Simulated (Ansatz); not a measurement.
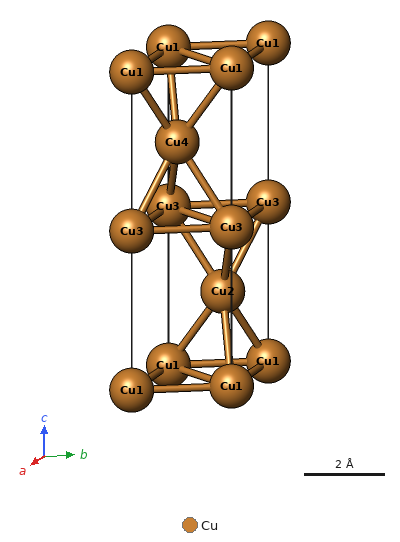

Figure 1. The structure as given in the input (ball-and-stick view of the cell of the calculation, seen slightly off an axis; atoms are numbered from 1 in the order of the input). An atom can appear more than once, as a periodic image.

Single-point calculation of Cu

- system: Cu (P6₃/mmc, 4 atoms in the cell)
- method: DFT r2SCAN, scalar-relativistic, plane waves, PAW, no spin polarisation (Ansatz 0.2.0)

The structure derives from a Materials Project entry. It belongs to a series of runs on one base structure; here: the same crystal in its conventional cell. Figures and captions count atoms from 1; the log counts them from 0 in places.

Log:
```
Engine: ansatz 0.2.0, x86_64-unknown-linux-gnu
Pseudopotentials: kind: paw
Pseudopotential: Cu, paw, valence charge 19, recommended cutoff 500 eV (meta_gga), Cu.paw.azcp
Functional definition: r2SCAN
  parameter k0 = 0.174
  parameter k1 = 0.065
  parameter a1 = 4.9479
  exchange = r2scan_x(k0 = k0, k1 = k1, a1 = a1)
  correlation = r2scan_c
Crystal: 4 atoms, lattice volume = 45.786 Å³
Basis set: ecut = 500 eV, 1165 PW (Γ), exchange–correlation on 80×80×256 points (64 copies of the dense FFT grid, shifted against one another)
Bands: 46, of which v1, the nominal top of the filled ones, is band 38 counted from 1 (37 counted from 0)
Symmetry: 24 space group operations
Space group: P63/mmc (ITA 194), of the structure as read, at distance tolerance 3.6e-5 Å
k-points: 244 of 3456
Non-local potential: Cu, projectors of the file, l = 0: 3, l = 1: 2, l = 2: 3, l = 3: 1
PAW form: soft (Blöchl's): semilocal exchange-correlation on the pseudo side does not see the compensation charge
PAW frozen core: Cu, regenerated for the run's functional (the file was generated under x = pbe(κ = 0.804, μ = 0.2195149727645171), c = pbe(β = 0.06672455060314922))
PAW one-centre angular grid: Cu, 590 points (default); XC on 160 Gauss nodes
Initial density: superposition of atomic densities (neutral atoms: chi_scale 0, normalization atom), corrected by the library's trained network
Initial wavefunctions: pseudopotential atomic-orbital guess
Functional: x = r2scan, c = r2scan; τ floored in thin density (d = 2e-4 eV/Å³)
SCF iter   1: F=—  HF=-26525.010911 eV  |F-HF|=—  |Δ(HF+E_count)|=         —  Δρ=4.02e-2  dr2=4.05e-1  dr2_τ=2.94e-3  ethr=1.77e-3  ⟨swp⟩=5.0  Hψ=35629  notcnv=0  defer=106
preconditioner: auto → Kerker (q_TF=auto, 2.969 Å⁻¹)  [metal: Δε(μ)=0.045 eV  Ē_g=11.726 eV  σ=0.100 eV  W_gap=0.25  n_scr=24 (ndim 8)  ℏωp=36.4 eV  f_vac=0.000  D(μ)=0.87/eV (n_scr^D=4)]
SCF iter   2: F=—  HF=-26524.966348 eV  |F-HF|=—  |Δ(HF+E_count)|=   4.46e-2  Δρ=1.06e-2  dr2=1.76e-2  dr2_τ=4.75e-3  ethr=5.32e-4  ⟨swp⟩=2.0  Hψ=19533  notcnv=0  defer=633
SCF iter   3: F=—  HF=-26524.944140 eV  |F-HF|=—  |Δ(HF+E_count)|=   2.22e-2  Δρ=9.49e-3  dr2=2.75e-2  dr2_τ=1.70e-4  ethr=2.32e-5  ⟨swp⟩=2.0  Hψ=21179  notcnv=0  defer=633
SCF iter   4: F=—  HF=-26524.937321 eV  |F-HF|=—  |Δ(HF+E_count)|=   6.82e-3  Δρ=1.80e-3  dr2=1.18e-3  dr2_τ=5.77e-5  ethr=2.32e-5  ⟨swp⟩=1.6  Hψ=13873  notcnv=0  defer=633
SCF iter   5: F=—  HF=-26524.938270 eV  |F-HF|=—  |Δ(HF+E_count)|=   9.50e-4  Δρ=3.04e-3  dr2=2.72e-3  dr2_τ=1.65e-5  ethr=1.55e-6  ⟨swp⟩=2.0  Hψ=20015  notcnv=0  defer=633
SCF iter   6: F=—  HF=-26524.937859 eV  |F-HF|=—  |Δ(HF+E_count)|=   4.12e-4  Δρ=6.89e-4  dr2=1.60e-4  dr2_τ=1.59e-6  ethr=1.55e-6  ⟨swp⟩=2.0  Hψ=15657  notcnv=0  defer=633
SCF iter   7: F=—  HF=-26524.937840 eV  |F-HF|=—  |Δ(HF+E_count)|=   1.81e-5  Δρ=1.30e-4  dr2=6.74e-6  dr2_τ=3.73e-8  ethr=2.11e-7  ⟨swp⟩=2.0  Hψ=14588  notcnv=0  defer=631
SCF iter   8: F=—  HF=-26524.937833 eV  |F-HF|=—  |Δ(HF+E_count)|=   7.16e-6  Δρ=2.18e-5  dr2=1.99e-7  dr2_τ=2.03e-9  ethr=8.87e-9  ⟨swp⟩=2.1  Hψ=15310  notcnv=0  defer=631
SCF iter   9: F=-26524.937833 eV  HF=-26524.937833 eV  |F-HF|=1.94e-9  |Δ(HF+E_count)|=   1.12e-7  Δρ=6.82e-6  dr2=1.37e-8  dr2_τ=1.09e-10  ethr=1.32e-10  ⟨swp⟩=8.2  Hψ=48106  notcnv=0
SCF 1 converged in 9 iterations: F = -26524.937833 eV  dr2 = 1.37e-8
  greatest PAW one-centre occupation: 1.000 electrons in one spin orbital (limit 2), on the Cu atom at site 2 (counted from 0), in its partial waves of l = 0
```

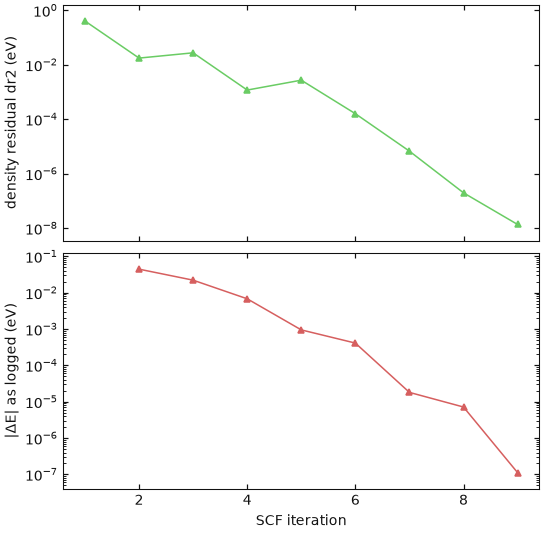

Figure 2. Convergence of the self-consistent field: density residual dr2 and size of the energy change against the SCF iteration. The residual comes down, with one marked jump up, by a factor of about 2.5, at step 5.

```
SCF converged after 9 iterations
Free energy (F): -26524.937833 eV
Harris-Foulkes:  -26524.937833 eV  (|F-HF|=1.94e-9)
Internal energy: -26524.933169 eV  (E = F + TS)
E sigma→0 (E₀):  -26524.935501 eV
Entropy (-TS):   -0.004664 eV (-1.166 meV/atom)
Fermi energy:    17.251354 eV
--- Per-component energies (eV) ---
  E_band       = -1499.727241
  E_kinetic    = 1200.106774
  E_local      = -16013.292489  (includes V_loc(G=0)·N_el)
  E_nonlocal   = 1581.583374
  E_hartree    = 7079.983038
  E_xc         = -335.711364
  E_vxc        = -499.465589  (∫ρ·V_xc dr)
  E_paw        = -6712.559678  (= ΣΔE_a)
  E_vpaw       = -1964.601402  (= ΣTr[D̂ρ^β])
  E_aug_tail   = 0.000603  (compensation charges beyond the density's cutoff)
  E_vtau       = 35.962377  (kinetic-family band-sum trace: ∫τ·v_τ [+ j·A + Jᵃ·Aᵃ] dr)
  E_ewald      = -13323.838993
  E_core_change = -1.204432  (= ΣΔE_core)
  E_smearing   = -0.004664  (= −TS)
  E_closure    = -0.000000  (closes the sum)
  Σ components = -26524.937833   (vs F -26524.937833, Δ=0.00e0)
--- Forces (eV/Å), atoms counted from 1 ---
  atom   1  Cu     0.00000000     0.00000000    -0.00000000
  atom   2  Cu    -0.00000000    -0.00000000    -0.00000000
  atom   3  Cu    -0.00000000    -0.00000000     0.00000000
  atom   4  Cu     0.00000000     0.00000000     0.00000000
  max |Σ_I F_I| component: 2.26e-29 eV/Å
--- Stress (GPa, compression-positive) ---
       -0.155297       0.000000       0.000000
        0.000000      -0.155297      -0.000000
        0.000000      -0.000000       0.210810
  P = ⅓ Tr σ = -0.0333 GPa (-0.333 kbar)
--- Band table (eV; the first three rows and the last of 244) ---
  k-point 0: bands = ["-99.2731", "-99.2674", "-99.2617", "-99.2560", "-55.1488", "-55.0897", "-55.0840", "-55.0460", "-55.0460", "-55.0393", "-55.0393", "-55.0333", "-55.0333", "-55.0266", "-55.0266", "-55.0244", "7.2618", "9.5178", "9.5212", "11.8136", "13.7486", "13.7560", "13.9927", "13.9927", "14.0111", "14.0111", "14.0300", "14.1979", "14.1979", "14.2371", "14.2371", "14.7334", "14.7334", "14.9974", "14.9974", "15.1704", "15.1704", "15.4771", "15.4771", "16.0566", "21.3630", "30.4420", "30.4432", "39.4758", "40.1873", "40.4557"]
  k-point 1: bands = ["-99.2728", "-99.2681", "-99.2610", "-99.2562", "-55.1467", "-55.1031", "-55.0705", "-55.0457", "-55.0457", "-55.0401", "-55.0401", "-55.0324", "-55.0324", "-55.0269", "-55.0269", "-55.0266", "7.3293", "8.8753", "10.2018", "11.7745", "13.7800", "13.8025", "14.0020", "14.0020", "14.0156", "14.0216", "14.0216", "14.1823", "14.1823", "14.2207", "14.2207", "14.7527", "14.7527", "14.9732", "14.9732", "15.2031", "15.2031", "15.4615", "15.4615", "15.7429", "21.8441", "28.3704", "32.6077", "39.5152", "40.0530", "40.5080"]
  k-point 2: bands = ["-99.2721", "-99.2695", "-99.2596", "-99.2570", "-55.1406", "-55.1180", "-55.0556", "-55.0448", "-55.0448", "-55.0418", "-55.0418", "-55.0328", "-55.0308", "-55.0308", "-55.0277", "-55.0277", "7.5306", "8.3145", "10.8427", "11.6352", "13.8429", "13.9746", "14.0003", "14.0274", "14.0274", "14.0477", "14.0477", "14.1482", "14.1482", "14.1801", "14.1801", "14.8013", "14.8013", "14.9223", "14.9223", "15.0719", "15.2732", "15.2732", "15.4169", "15.4169", "23.0375", "26.4157", "34.8419", "39.2272", "39.6301", "40.1391"]
  k-point 243: bands = ["-99.2553", "-99.2553", "-99.2496", "-99.2496", "-55.1239", "-55.1239", "-55.1157", "-55.1157", "-55.1058", "-55.1058", "-55.0951", "-55.0951", "-55.0609", "-55.0609", "-55.0572", "-55.0572", "12.8832", "12.8832", "12.9790", "12.9790", "13.0419", "13.0419", "13.1586", "13.1586", "13.7775", "13.7775", "13.7874", "13.7874", "14.5868", "14.5868", "14.9080", "14.9080", "15.3824", "15.3824", "15.4787", "15.4787", "20.7649", "20.7649", "21.1495", "21.1495", "21.6477", "21.6477", "24.8579", "24.8579", "26.2334", "26.2334"]
```

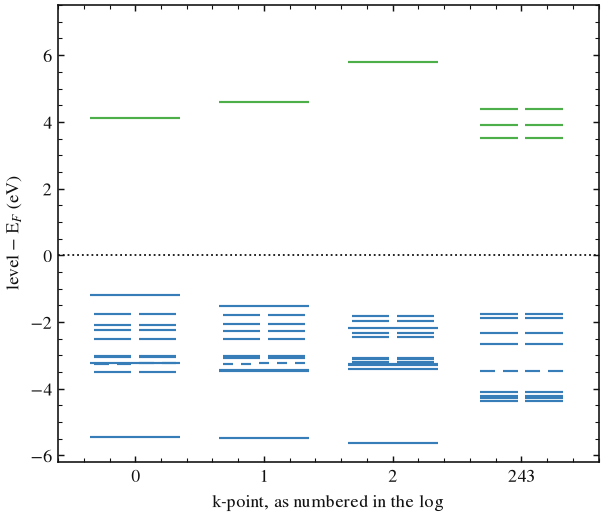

Figure 3. Kohn–Sham levels near the Fermi level (dotted) at the few k-points that the log prints; levels within 0.02 eV of each other stand side by side. The system is metallic on the full mesh.

The run was set up as follows.

Input:
```yaml
crystal:
  lattice:
    - [2.5293395101, 0.0, 0.0]
    - [-1.264669755, 2.1904722705, 0.0]
    - [0.0, 0.0, 8.2639398489]
  atoms:
    - { symbol: Cu, position: [0.0, 0.0, 0.0] }
    - { symbol: Cu, position: [0.3333333333, 0.6666666667, 0.25] }
    - { symbol: Cu, position: [0.0, 0.0, 0.5] }
    - { symbol: Cu, position: [0.6666666667, 0.3333333333, 0.75] }
basis:
  ecutwfc: 500
kpoints:
  mp_grid: { grid: [24, 24, 6] }
hamiltonian:
  xc: r2scan
scf:
  occupations: { method: gaussian, width: 0.1 }
output:
  forces: true
  stress: true
  eigenvalues: true
```

Run as:
```bash
ansatz run input.yaml --threads 1 --pin off --max-ram 2560MiB --backend cpu --events-out ev --progress --plain --runs-dir out
```

Summary:

```tsv
quantity	value
outcome	converged
space group (tolerance 0.01 Å)	P6₃/mmc (194)
electrons treated	76
free energy	−26524.9378 eV
Fermi energy	17.251 eV
gap on the k-point mesh	none (metallic)
pressure	−0.03 GPa
largest force (length of the vector)	under 0.001 eV/Å
hardware	1 thread of AMD EPYC (Zen 3), 189 GiB of memory available, shared host
wall time	94 s
peak memory	0.79 GiB
```
